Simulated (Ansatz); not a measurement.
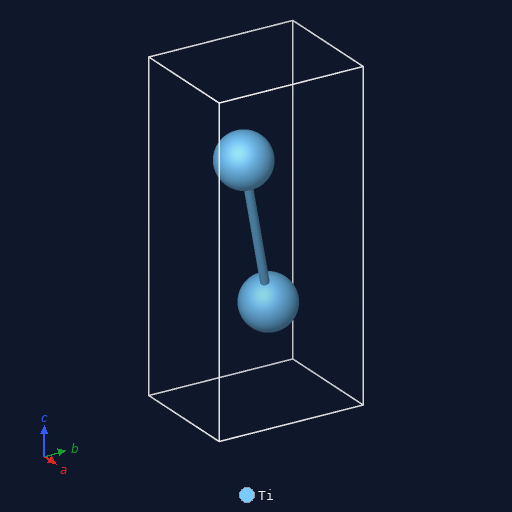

System: Ti, space group P6_3/mmc (No. 194). The picture shows the cell.

The given structure:
```yaml
crystal:
  lattice:
    - [2.95000, 0.00000, 0.00000]
    - [-1.47500, 2.55477, 0.00000]
    - [0.00000, 0.00000, 4.68600]
  atoms:
    - { symbol: Ti, position: [0.33333, 0.66667, 0.25000] }
    - { symbol: Ti, position: [0.66667, 0.33333, 0.75000] }
```

Calculation (Ansatz 0.2.0): deformation of a crystal at fixed volume, lengths along the axis scaled against those across it, fractional coordinates fixed, by plane-wave density functional theory with PAW datasets, free energies less that of the undisturbed cell, pressure positive in compression; scalar-relativistic. Level: PBEsol, no spin polarisation.

| setting | value |
| --- | --- |
| wave cutoff | 420 eV |
| k mesh | 24×24×12 |
| occupations | Gaussian |
| smearing width | 0.15 eV |
| k shift | (0, 0, 0) (mesh steps) |
| start | as given |
| path | axial |
| axis direction | (0, 0, 1) (Cartesian unit vector) |

Describe the result: the energy change and pressure against relative axial ratio. The relative axial ratio takes the values 0.80, 0.85, 0.92, 0.96, 1.00, 1.05, 1.10, 1.20, 1.30.

The energy change is 146 meV/atom at relative axial ratio 0.80 and 204 meV/atom at 1.30; the lowest computed point is at relative axial ratio 1.00 (0 meV/atom). The pressure goes from −4.484 GPa at relative axial ratio 0.80 to −5.175 GPa at 1.30, not monotonically, with a low of −5.865 GPa at 1.00.

```tsv
axial ratio relative to the start	energy change (meV/atom)	pressure (GPa)
0.80	146	-4.484
0.85	83	-5.001
0.92	23	-5.547
0.96	5	-5.763
1.00	0	-5.865
1.05	11	-5.856
1.10	37	-5.794
1.20	114	-5.700
1.30	204	-5.175
```

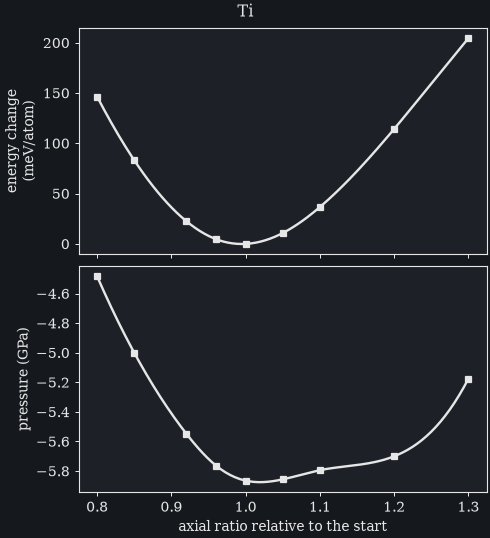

Limits of the calculation: reference crystal is not relaxed; shape and atomic fractions are frozen while scaling, which makes layered, chain and framework solids too stiff.
